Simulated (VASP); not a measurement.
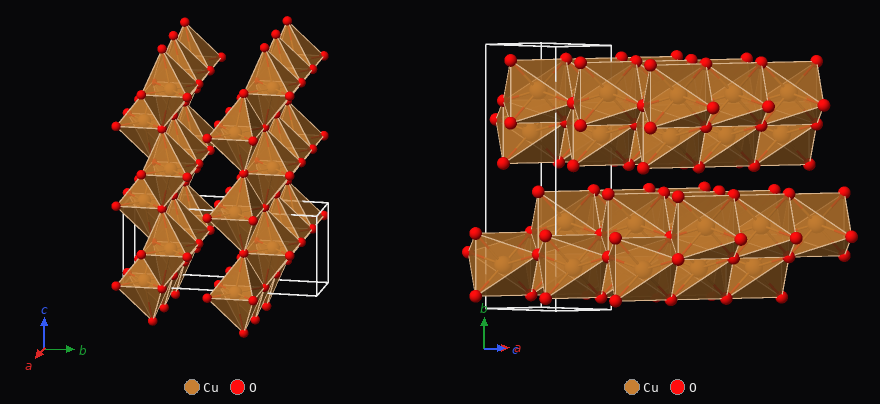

Polyhedra are drawn about Cu (bonds: Cu–O below 2.5 Å); other atoms are plain spheres. Two views of the same piece.

The compound is CuO₂ (space group Cmcm, No. 63), taken as a cell listed in the Materials Project, as set up for an electronic-structure calculation.

> What figure surrounds each Cu atom, and what does it share with the other drawn polyhedra?

Cu: CuO6 octahedron, sharing edges with six neighbours and corners with two neighbours.

> What is the connectivity of the polyhedra: isolated, groups, chains, layers or framework?

They form layers of corner- and edge-sharing octahedra parallel to (010).
